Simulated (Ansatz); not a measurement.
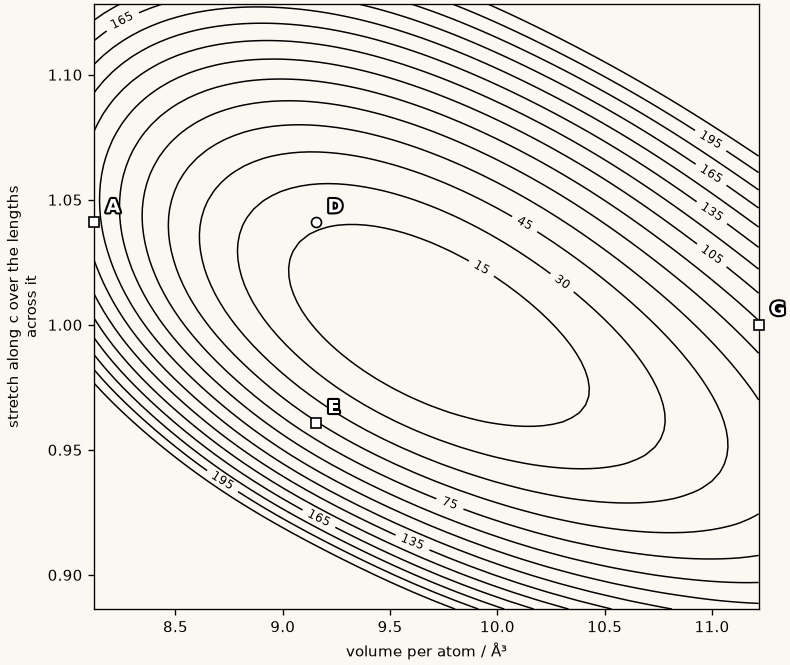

O (Fmmm, No. 69; 2 atoms in the cell). The energy is mapped over volume and the cell's shape. Coordinates scanned: (1) volume per atom; (2) stretch along c over the lengths across it, relative to the relaxed cell. Nothing is relaxed (fractional coordinates fixed). The scan uses a 7 × 7 grid. Points are written as (first, second). Energies: meV/atom, counted from the lowest grid point. The runs have no spin polarisation; a magnetic state may lie lower. All numbers below come from DFT LDA, scalar-relativistic, plane waves, PAW (Ansatz). Settings: cutoff 520 eV, k-mesh 22×22×22, gaussian smearing 0.15 eV, no spin polarisation.

Drawn: contour lines labelled in meV/atom (none above 210), lettered points. Between grid points the surface is interpolated.

Q: Is G the lowest point of the computed grid?

A: No. G lies 88 meV/atom above the lowest grid point, which is at (9.67 Å³, 1.000).

Q: Rank the lettered points by energy, lowest first.

A: D (17 meV/atom), E (62 meV/atom), G (88 meV/atom), A (111 meV/atom).
